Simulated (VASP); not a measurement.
**Geometry relaxation of W (part 1 of 2)**

The run: geometry relaxation of W (Fm-3m, 1 atom in the cell). Method and program: Kohn-Sham DFT of a periodic cell, PBE, spin-orbit coupling, VASP PAW PBE potentials, recommended, no spin polarisation (VASP 6.6.1).

The structure derives from an entry of the Crystallography Open Database. It belongs to a series of runs on one base structure; here: soc = True.

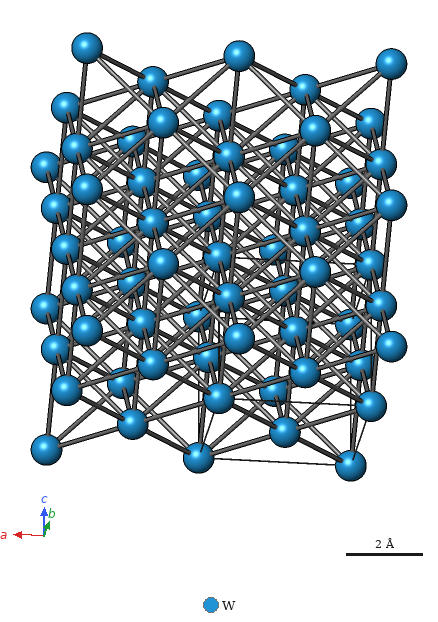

Figure 1. The input geometry (ball-and-stick view of the cell 4 times as large as that of the calculation, set on its symmetry axes, repeated 2 × 2 × 2, seen at an oblique angle). Near neighbours in the crystal (not all of them lie inside the picture): W has 12 W at 2.87 Å.

Key numbers:

```json
{"quantity": "outcome", "value": "converged"}
{"quantity": "space group (tolerance 0.01 Å)", "value": "Fm-3m (225)"}
{"quantity": "electrons treated", "value": "14"}
{"quantity": "free energy", "value": "−13.3602 eV"}
{"quantity": "Fermi energy", "value": "10.347 eV"}
{"quantity": "gap on the k-point mesh", "value": "none (metallic)"}
{"quantity": "pressure", "value": "−0.02 GPa"}
{"quantity": "final volume", "value": "16.55 Å³"}
{"quantity": "largest force (length of the vector) at the end", "value": "under 0.001 eV/Å"}
{"quantity": "final cell", "value": "a = 2.861 Å, b = 2.861 Å, c = 2.861 Å, α = 60.00°, β = 60.00°, γ = 60.00°"}
{"quantity": "hardware", "value": "1 thread of Intel Xeon (Granite Rapids), 192 GiB of memory available, shared host"}
{"quantity": "wall time", "value": "46 s"}
{"quantity": "peak memory", "value": "0.2 GiB"}
```

INCAR:
```
PREC = Accurate
ENCUT = 600
EDIFF = 1E-7
ISMEAR = -1
SIGMA = 0.05
LREAL = F
LASPH = T
NELM = 80
ALGO = Fast
ISIF = 3
LWAVE = F
LCHARG = F
LNONCOLLINEAR = T
MAGMOM = 0 0 0
LORBIT = 11
LSORBIT = T
GGA_COMPAT = F
LMAXMIX = 4
GGA = PE
IBRION = 2
NSW = 40
EDIFFG = -0.005
```

KPOINTS:
```
Automatic mesh
0
Gamma
  8 8 8
```

POSCAR:
```
W
1.0
    0.0000000000      2.0300000000      2.0300000000
    2.0300000000      0.0000000000      2.0300000000
    2.0300000000      2.0300000000      0.0000000000
W
1
Direct
    0.0000000000      0.0000000000      0.0000000000
```

Command:
```bash
cat potpaw_PBE.64/W_sv/POTCAR > POTCAR
mpirun -np 1 vasp_ncl > vasp.out
```

OSZICAR:
```
N       E                     dE             d eps       ncg     rms          rms(c)
DAV:   1     0.145509807849E+03    0.14551E+03   -0.83487E+03  1276   0.161E+03
DAV:   2    -0.903997060347E+01   -0.15455E+03   -0.15024E+03  1386   0.473E+02
DAV:   3    -0.139430056361E+02   -0.49030E+01   -0.48177E+01  1528   0.828E+01
DAV:   4    -0.139861136528E+02   -0.43108E-01   -0.43094E-01  1372   0.826E+00
DAV:   5    -0.139866680787E+02   -0.55443E-03   -0.55442E-03  1432   0.924E-01    0.181E+01
RMM:   6    -0.134854580498E+02    0.50121E+00   -0.57828E-01  1276   0.809E+00    0.731E+00
RMM:   7    -0.133615413474E+02    0.12392E+00   -0.41743E-01  1276   0.662E+00    0.181E+00
RMM:   8    -0.133608177173E+02    0.72363E-03   -0.17364E-02  1322   0.156E+00    0.628E-01
RMM:   9    -0.133587018002E+02    0.21159E-02   -0.30550E-03  1284   0.699E-01    0.225E-01
RMM:  10    -0.133585396962E+02    0.16210E-03   -0.53259E-04  1276   0.288E-01    0.355E-02
RMM:  11    -0.133585344904E+02    0.52057E-05   -0.12068E-04  1312   0.144E-01    0.136E-02
RMM:  12    -0.133585342803E+02    0.21013E-06   -0.16782E-05  1335   0.585E-02    0.119E-02
RMM:  13    -0.133585336313E+02    0.64903E-06   -0.17332E-06  1403   0.183E-02    0.102E-03
RMM:  14    -0.133585337132E+02   -0.81880E-07   -0.23951E-07  1053   0.675E-03
   1 F= -.13358534E+02 E0= -.13354774E+02  d E =-.133585E+02  mag=    -0.0000     0.0000    -0.0000
       N       E                     dE             d eps       ncg     rms          rms(c)
DAV:   1    -0.136080213278E+02   -0.24949E+00   -0.60584E+00  1290   0.386E+01    0.643E+00
RMM:   2    -0.133818691689E+02    0.22615E+00   -0.33884E-01  1286   0.675E+00    0.168E+00
RMM:   3    -0.133411699663E+02    0.40699E-01   -0.17180E-01  1276   0.460E+00    0.138E+00
RMM:   4    -0.133433075961E+02   -0.21376E-02   -0.90509E-03  1304   0.128E+00    0.418E-01
RMM:   5    -0.133430551997E+02    0.25240E-03   -0.31162E-03  1308   0.773E-01    0.227E-01
RMM:   6    -0.133430375854E+02    0.17614E-04   -0.83453E-04  1320   0.390E-01    0.184E-02
RMM:   7    -0.133430438175E+02   -0.62321E-05   -0.10478E-04  1305   0.152E-01    0.189E-02
RMM:   8    -0.133430483130E+02   -0.44955E-05   -0.35258E-05  1351   0.806E-02    0.171E-02
RMM:   9    -0.133430485077E+02   -0.19469E-06   -0.56541E-06  1292   0.320E-02    0.240E-03
RMM:  10    -0.133430486129E+02   -0.10526E-06   -0.21065E-06  1131   0.167E-02    0.137E-03
RMM:  11    -0.133430487319E+02   -0.11898E-06   -0.36288E-07  1128   0.777E-03    0.973E-04
RMM:  12    -0.133430487300E+02    0.18874E-08   -0.82740E-08   839   0.391E-03
   2 F= -.13343049E+02 E0= -.13339456E+02  d E =0.154850E-01  mag=     0.0000    -0.0000     0.0000
       N       E                     dE             d eps       ncg     rms          rms(c)
DAV:   1    -0.135166344801E+02   -0.17359E+00   -0.36447E+00  1342   0.309E+01    0.448E+00
RMM:   2    -0.133805174043E+02    0.13612E+00   -0.21385E-01  1280   0.529E+00    0.126E+00
RMM:   3    -0.133591088626E+02    0.21409E-01   -0.97973E-02  1282   0.346E+00    0.904E-01
RMM:   4    -0.133599169706E+02   -0.80811E-03   -0.48502E-03  1294   0.929E-01    0.468E-01
RMM:   5    -0.133602469087E+02   -0.32994E-03   -0.11887E-03  1348   0.489E-01    0.240E-01
RMM:   6    -0.133601933913E+02    0.53517E-04   -0.39981E-04  1276   0.267E-01    0.166E-02
RMM:   7    -0.133602008209E+02   -0.74296E-05   -0.80703E-05  1380   0.123E-01    0.164E-02
RMM:   8    -0.133602020170E+02   -0.11961E-05   -0.65431E-06  1367   0.356E-02    0.153E-02
RMM:   9    -0.133602022344E+02   -0.21738E-06   -0.22800E-06  1286   0.225E-02    0.312E-03
RMM:  10    -0.133602021292E+02    0.10520E-06   -0.50789E-07  1144   0.980E-03    0.726E-04
RMM:  11    -0.133602021407E+02   -0.11459E-07   -0.77157E-08   880   0.407E-03
   3 F= -.13360202E+02 E0= -.13356470E+02  d E =-.166843E-02  mag=     0.0000     0.0000    -0.0000
```

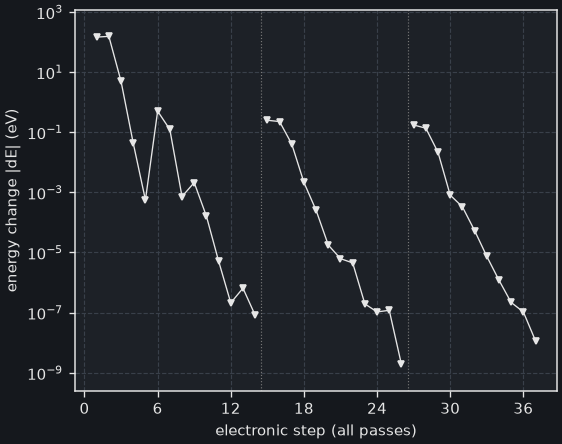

Figure 2. Convergence of the self-consistent field: energy change |dE| against the electronic step. Each stretch between dotted lines is the SCF of one geometry step of a relaxation. The 3 ionic steps take 11 to 14 electronic steps each. The density is held fixed in the first few steps, and dE rises again when its update begins.

Parts of OUTCAR:
```
PREC = Accurate
   ENCUT = 600
   EDIFF = 1E-7
   ISMEAR = -1
   LREAL = F
   LASPH = T
   NELM = 80
   ISIF = 3
   LNONCOLLINEAR = T
   LORBIT = 11
   LSORBIT = T
   GGA = PE
   IBRION = 2
   NSW = 40
   EDIFFG = -0.005

 ion  position               nearest neighbor table
   1  0.000  0.000  0.000-

  LATTYP: Found a face centered cubic cell.
 ALAT       =     4.0600000000

  Lattice vectors:

 A1 = (   0.0000000000,   2.0300000000,   2.0300000000)
 A2 = (   2.0300000000,   0.0000000000,   2.0300000000)
 A3 = (   2.0300000000,   2.0300000000,   0.0000000000)

Analysis of symmetry for initial positions (statically):
=====================================================================
 Subroutine PRICEL returns:
 Original cell was already a primitive cell.

 Routine SETGRP: Setting up the symmetry group for a
 face centered cubic supercell.

 Subroutine GETGRP returns: Found 48 space group operations
 (whereof 48 operations were pure point group operations)
 out of a pool of 48 trial point group operations.

The static configuration has the point symmetry O_h .

Analysis of symmetry for dynamics (positions and initial velocities):
=====================================================================
 Subroutine PRICEL returns:
 Original cell was already a primitive cell.

 Routine SETGRP: Setting up the symmetry group for a
 face centered cubic supercell.

 Subroutine GETGRP returns: Found 48 space group operations
 (whereof 48 operations were pure point group operations)
 out of a pool of 48 trial point group operations.

The dynamic configuration has the point symmetry O_h .

Analysis of structural, dynamic, and magnetic symmetry:
=====================================================================
 Subroutine PRICEL returns:
 Original cell was already a primitive cell.

 Routine SETGRP: Setting up the symmetry group for a
 face centered cubic supercell.

 Subroutine GETGRP returns: Found 48 space group operations
 (whereof 48 operations were pure point group operations)
 out of a pool of 48 trial point group operations.

The overall configuration has the point symmetry O_h .

 Subroutine INISYM returns: Found 48 space group operations
 (whereof 48 operations are pure point group operations),
 and found     1 'primitive' translations

----------------------------------------------------------------------------------------

                                     Primitive cell

  volume of cell :      16.7309

  direct lattice vectors                    reciprocal lattice vectors
     0.000000000  2.030000000  2.030000000    -0.246305419  0.246305419  0.246305419
     2.030000000  0.000000000  2.030000000     0.246305419 -0.246305419  0.246305419
     2.030000000  2.030000000  0.000000000     0.246305419  0.246305419 -0.246305419

  length of vectors
     2.870853532  2.870853532  2.870853532     0.426613499  0.426613499  0.426613499

  position of ions in fractional coordinates (direct lattice)
     0.000000000  0.000000000  0.000000000

  ion indices of the primitive-cell ions
   primitive index   ion index
                 1           1

----------------------------------------------------------------------------------------

 KPOINTS: Automatic mesh

Automatic generation of k-mesh.
 Grid dimensions read from file:
 generate k-points for:    8    8    8

 Generating k-lattice:

  Cartesian coordinates                     Fractional coordinates (reciprocal lattice)
    -0.030788177  0.030788177  0.030788177     0.125000000  0.000000000  0.000000000
     0.030788177 -0.030788177  0.030788177     0.000000000  0.125000000  0.000000000
     0.030788177  0.030788177 -0.030788177     0.000000000  0.000000000  0.125000000

  Length of vectors
     0.053326687  0.053326687  0.053326687

  Shift w.r.t. Gamma in fractional coordinates (k-lattice)
     0.000000000  0.000000000  0.000000000

 Subroutine IBZKPT returns following result:
 ===========================================

 Found     29 irreducible k-points:

 Following reciprocal coordinates:
            Coordinates               Weight
  0.000000  0.000000  0.000000      1.000000
  0.125000  0.000000  0.000000      8.000000
  0.250000  0.000000  0.000000      8.000000
  0.375000  0.000000  0.000000      8.000000
  0.500000  0.000000  0.000000      4.000000
  0.125000  0.125000  0.000000      6.000000
  0.250000  0.125000  0.000000     24.000000
  0.375000  0.125000  0.000000     24.000000
  0.500000  0.125000  0.000000     24.000000
 -0.375000  0.125000  0.000000     24.000000
 -0.250000  0.125000  0.000000     24.000000
 -0.125000  0.125000  0.000000     12.000000
  0.250000  0.250000  0.000000      6.000000
  0.375000  0.250000  0.000000     24.000000
  0.500000  0.250000  0.000000     24.000000
 -0.375000  0.250000  0.000000     24.000000
 -0.250000  0.250000  0.000000     12.000000
  0.375000  0.375000  0.000000      6.000000
  0.500000  0.375000  0.000000     24.000000
 -0.375000  0.375000  0.000000     12.000000
  0.500000  0.500000  0.000000      3.000000
  0.375000  0.250000  0.125000     24.000000
  0.500000  0.250000  0.125000     48.000000
 -0.375000  0.250000  0.125000     24.000000
 [... further k-points ...]
   k-points           NKPTS =     29   k-points in BZ     NKDIM =     29   number of bands    NBANDS=     22
   number of dos      NEDOS =    301   number of ions     NIONS =      1
   total plane-waves  NPLWV =  13824
   dimension x,y,z NGX =    24 NGY =   24 NGZ =   24
   dimension x,y,z NGXF=    48 NGYF=   48 NGZF=   48
   ions per type =               1
   NGX,Y,Z   is equivalent  to a cutoff of  13.90, 13.90, 13.90 a.u.
   NGXF,Y,Z  is equivalent  to a cutoff of  27.80, 27.80, 27.80 a.u.
 SYSTEM =  unknown system
   PREC   = accura    normal or accurate (medium, high low for compatibility)
   ISTART =      0    job   : 0-new  1-cont  2-samecut
   ICHARG =      2    charge: 1-file 2-atom 10-const
   ISPIN  =      1    spin polarized calculation?
   LNONCOLLINEAR =      T non collinear calculations
   LSORBIT =      T    spin-orbit coupling
   LASPH  =      T    aspherical Exc in radial PAW
   ENCUT  =  600.0 eV  44.10 Ry    6.64 a.u.   5.73  5.73  5.73*2*pi/ulx,y,z
   NELM   =     80;   NELMIN=  2; NELMDL= -5     # of ELM steps
   EDIFF  = 0.1E-06   stopping-criterion for ELM
   LREAL  =      F    real-space projection
   EDIFFG = -.5E-02   stopping-criterion for IOM
   NSW    =     40    number of steps for IOM
   IBRION =      2    ionic relax: 0-MD 1-quasi-New 2-CG
   NFREE  =      1    steps in history (QN), initial steepest desc. (CG)
   ISIF   =      3    stress and relaxation
   ISYM   =      2    0-nonsym 1-usesym 2-fastsym
   POTIM  = 0.5000    time-step for ionic-motion
   TEBEG  =    0.0;   TEEND  =   0.0 temperature during run
   PSTRESS=    0.0 pullay stress
   NELECT =      14.0000    total number of electrons
   NUPDOWN=      -1.0000    fix difference up-down
   EMIN   =  10.00;   EMAX   =-10.00  energy-range for DOS
   EFERMI =   0.00;   METHOD = LEGACY
   ISMEAR =    -1;   SIGMA  =   0.05  broadening in eV -4-tet -1-fermi 0-gaus
   EFERMI_NEDOS =   21; number of points for ismear=-14 and -15
   IALGO  =     68    algorithm
   IMIX   =      4    mixing-type and parameters
     AMIX     =   0.40;   BMIX     =  1.00
     AMIX_MAG =   1.60;   BMIX_MAG =  1.00
  volume/ion in A,a.u.               =      16.73       112.91
  Fermi-wavevector in a.u.,A,eV,Ry     =   1.542688  2.915258 32.380324  2.379887
  Thomas-Fermi vector in A             =   2.648457
   LORBIT       =     11    0 simple, 1 ext, 2 COOP (PROOUT), +10 PAW based schemes
   GGA     = PE    functional components
   LHFCALC =     F    Hartree Fock is set to
   AEXX    =    0.0000 exact exchange contribution
   IVDW    =     0    specifies the selected vdW correction
   LEPSILON=     F    determine dielectric tensor
   LRPA    =     F    only Hartree local field effects (RPA)
 conjugate gradient relaxation of ions
 RMM-DIIS sequential band-by-band and
  energy-cutoff  :      600.00
  volume of cell :       16.73
 maximum number of plane-waves:      1136
   NGX = 11   NGY = 11   NGZ = 11

--------------------------------------- Ionic step        1  -------------------------------------------

 number of electron      14.0000000 magnetization       0.0000000      0.0000000      0.0000000

 number of electron      14.0000002 magnetization      -0.0000000     -0.0000000     -0.0000000

 number of electron      14.0000002 magnetization       0.0000000     -0.0000000     -0.0000000

 number of electron      14.0000002 magnetization      -0.0000000      0.0000000      0.0000000

 Free energy of the ion-electron system (eV)
  ---------------------------------------------------
  ext. energy  EPLUGINS =         0.00000000
  ---------------------------------------------------
  free energy    TOTEN  =       -13.35853371 eV
```
